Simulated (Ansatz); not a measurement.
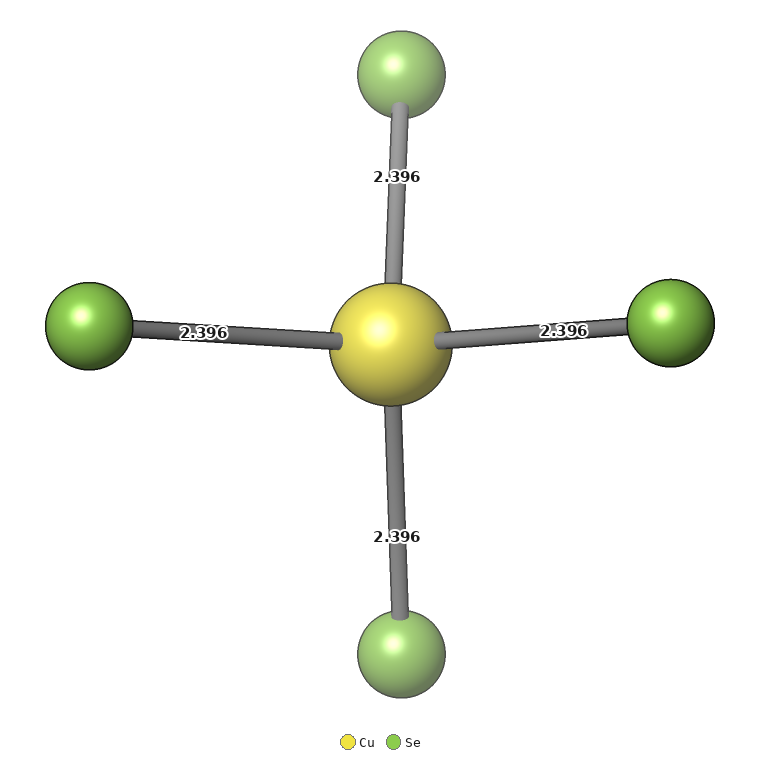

The surroundings of site Cu1 (at 0.000, 0.000, 0.000) in GaCuSe₂ in space group P-4m2, with bond lengths in Å.

The cell is taken from the input geometry of an electronic-structure calculation (not necessarily at equilibrium); the starting structure was generated, so it need not be a known form of this composition.

```xyz
4
Lattice="3.9307 0.0000 0.0000 0.0000 3.9307 0.0000 0.0000 0.0000 5.6421" Properties=species:S:1:pos:R:3 pbc="T T T"
Cu    0.0000    0.0000    0.0000
Se    0.0000    1.9654    1.3698
Ga    1.9654    1.9654    2.8211
Se    1.9654    0.0000    4.2724
```

Bond valence s = exp((R0 − d)/b), R0 fitted to published crystal structures with b = 0.37 Å; R0 in Å: Cu+–Se 1.987.

Question: Calculate the bond-valence sum of Cu1 from the bonds drawn.

Answer: 4 × 0.331 = 1.32 v.u., against a formal valence of 1: overbonded (bonds short for this ion) by 0.32.

Further R0 (Å): Ga3+–Se 2.297.

Question: And over the whole structure?

Answer:
| site | x, y, z | formal valence | bond-valence sum | difference |
| --- | --- | --- | --- | --- |
| Cu1 | 0.000, 0.000, 0.000 | +1 | 1.34 | 0.34 |
| Se1 | 0.000, 0.500, 0.243 | −2 | 2.03 | 0.03 |
| Ga1 | 0.500, 0.500, 0.500 | +3 | 2.72 | -0.28 |

These sums include all anions within 5 Å. The global instability index (root mean square of the differences over all atoms) is 0.22 v.u.: above 0.2, which by the usual rule of thumb marks a strained structure. The cell was not relaxed for this table, and a volume that is off by a few per cent shifts all sums together.
